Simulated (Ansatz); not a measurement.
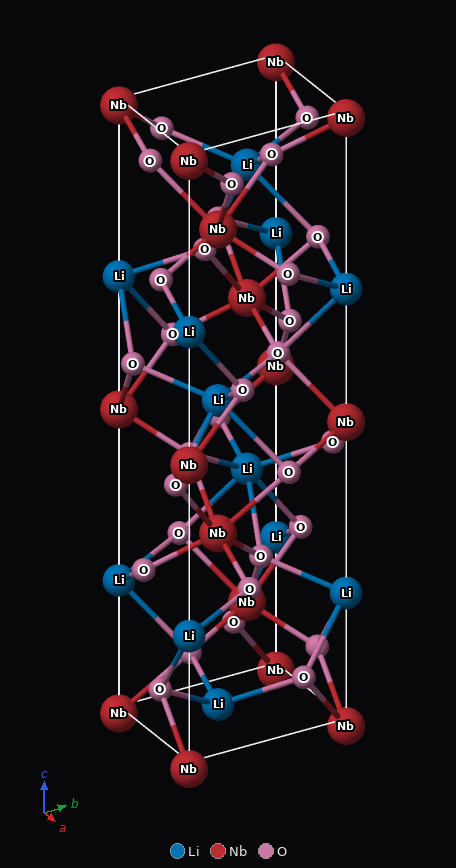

Drawn in the ball-and-stick manner and seen slightly off an axis. The conventional unit cell is outlined; an atom on or near a face, edge or corner is repeated at each equivalent position.

LiNbO3, space group R3c (No. 161), a = 5.190 Å, b = 5.190 Å, c = 14.015 Å, α = 90.00°, β = 90.00°, γ = 120.00°. Origin of the cell: a structure listed in the Materials Project. Earlier steps of the study, as a rule a relaxation of our own, may have changed the cell and positions, so they can lie some per cent off the listed ones. Ansatz was used for an electronic-structure calculation on it.

This one geometry was computed with Ansatz (DFT, plane waves, PAW) at three levels of theory: r2SCAN, PBE and PBEsol.

Which level gives the highest pressure at this volume, and what does that say about its equilibrium volume?

Answer. Highest: PBE (0.0 GPa), which points to the largest equilibrium volume. Lowest, with the smallest volume: PBEsol (-5.1 GPa). Levels within 0.5 GPa of each other can't be told apart.

How does the band gap change with the level of theory?

Answer. PBEsol: a gap of 3.50 eV, indirect; PBE: a gap of 3.54 eV, indirect; r2SCAN: a gap of 3.95 eV, indirect.

Collect the results in a table.

Answer.
| level | cutoff (eV) | k-mesh of the run's cell | gap (eV) | pressure (GPa) |
| --- | --- | --- | --- | --- |
| r2SCAN | 500 | 6×6×4 | 3.95 | -4.2 |
| PBE | 420 | 6×6×4 | 3.54 | 0.0 |
| PBEsol | 420 | 6×6×4 | 3.50 | -5.1 |

Gaps are taken on the k-mesh or band path of each run.
